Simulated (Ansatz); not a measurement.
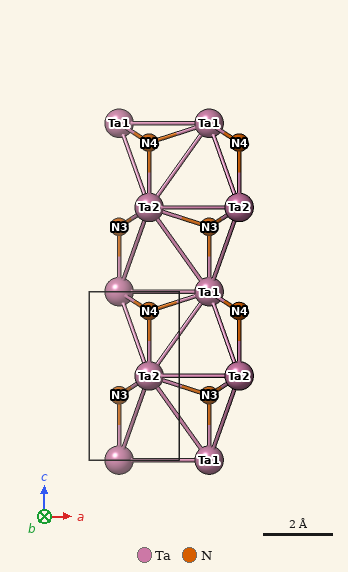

Starting structure of solid TaN (set up in P6_3mc) (coarse preliminary run). A ball-and-stick model of the cell of the calculation, repeated 2 × 1 × 2 with one cell outlined, seen along the b axis.

These are results of DFT PBE, scalar-relativistic, plane waves, PAW in Ansatz, not measurements.

The input:
```yaml
crystal:
  lattice:
    - [3.05000111, 0.0, 0.0]
    - [-1.52500056, 2.64137845, 0.0]
    - [0.0, 0.0, 4.94000006]
  atoms:
    - { symbol: Ta, position: [0.33333333, 0.66666667, 0.0] }
    - { symbol: Ta, position: [0.66666667, 0.33333333, 0.5] }
    - { symbol: "N", position: [0.33333333, 0.66666667, 0.38499999] }
    - { symbol: "N", position: [0.66666667, 0.33333333, 0.88499999] }
basis:
  ecutwfc: 420
kpoints:
  mp_grid: { grid: [6, 6, 4] }
hamiltonian:
  xc: pbe
scf:
  occupations: { method: gaussian, width: 0.1 }
  lower_state_search: "off"
output:
  forces: true
  stress: true
  eigenvalues: true
relax:
  adjacent_minimum: "off"
  f_tol: 0.04
  max_steps: 70
  cell: { stress_tol: 0.4 }
```

Command:
```bash
ansatz run input.yaml --threads 1 --pin off --max-ram 2560MiB --backend cpu --events-out ev --progress --plain --runs-dir out
```

Question: Where does the relaxation end?

Answer: The largest moves relative to the cell, 0.19 Å, are those of Ta1, Ta2, N3 and N4. N4 goes along −c. By element the largest moves are N 0.19 Å, Ta 0.19 Å. The volume changes by +31.9 %, with a = b 3.050 → 3.151 Å (+3.3 %), c 4.940 → 6.103 Å (+23.5 %). Near-neighbour distances that change, for instance: Ta1–Ta2 3.033 → 3.553 Å, Ta1–N4 1.850 → 2.114 Å, Ta1–Ta1 3.050 → 3.151 Å, Ta1–N3 1.902 → 1.976 Å. Bond angles that change, for instance: Ta2–N3–Ta2 111.0° → 96.4°, Ta1–N3–Ta2 107.9° → 120.6°. The space group stays P6_3mc (No. 186). The energy falls by 1404 meV per atom in 10 accepted moves (12 points after the start). Largest force component: 2.2 eV/Å at the start, 0.011 eV/Å at the end. Pressure: 137.73 GPa at the start and 0.02 GPa at the end. At 2 points the geometry stayed and the basis and grid were re-selected for the new cell (energy shift of 49.4 meV per atom at most each time). The run took 35 s on 1 thread of Arm Neoverse V1 (shared host), peak memory 0.33 GiB.

The end point in the same view:

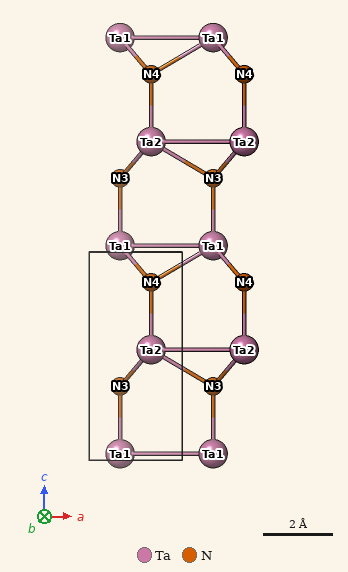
